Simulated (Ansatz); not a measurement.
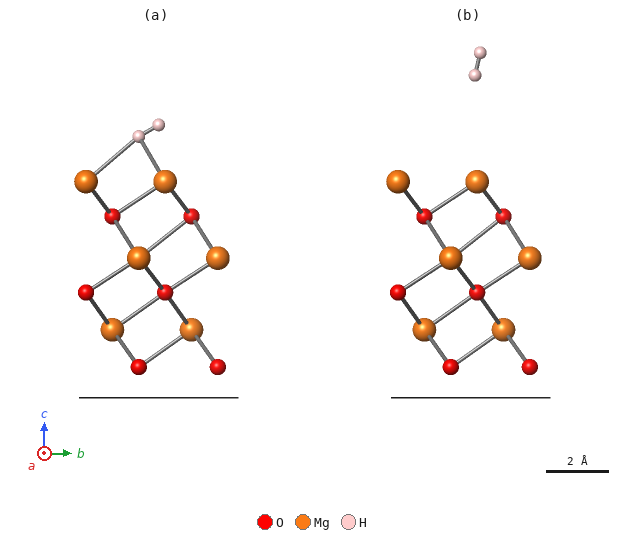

The structure of a slab of composition Mg6HO6 (cut from the Fm-3m phase) before (left) and after (right) a constrained relaxation, at one scale.

A ball-and-stick model of the cell of the calculation, outlined in the plane, without the vacuum (origin shifted), seen along the a axis.

Case: 1 H2 a cell, tilted, over a hollow Mg-Mg-Mg site. The slab is the (1 1 1) face of MgO with H2 on it. 12 atoms are held fixed.

Theory: Ansatz, DFT PBE+D3(BJ), scalar-relativistic, plane waves, PAW. (plane-wave cutoff 420 eV; k-point mesh 3 × 3 × 1; occupations gaussian; smearing width 0.05 eV; no spin polarisation; dipole correction; atoms relaxed in a fixed cell; force threshold 0.04 eV/Å; at most 100 steps)

### Describe what moved and what it gained.

Over 20 accepted moves (24 points after the start) the energy falls by 0.671 eV per cell of the calculation. Largest force component: 1.4 eV/Å at the start, 0.0098 eV/Å at the end. The line search rejected the trial step at point 16 of the run. 3 steps only repeated the SCF at the same geometry. The forces were under the threshold at step 14, but the run went on from there. The atom that moves furthest is an H atom (2.37 Å at 8° to the normal (+c side)). By element the largest moves are H 2.37 Å, Mg 0.01 Å. O stays in place. The cell stays as it was. Some distances before and after: H–Mg 2.261 → 4.279 Å, H–Mg 2.261 → 3.782 Å. Cost: 8.6 min on 4 threads of Arm Neoverse V1 (shared host), peak memory 2 GiB.

Limits of the set-up: the periodic images lie only 6.0 Å apart, so the values are limited by the cell's size.
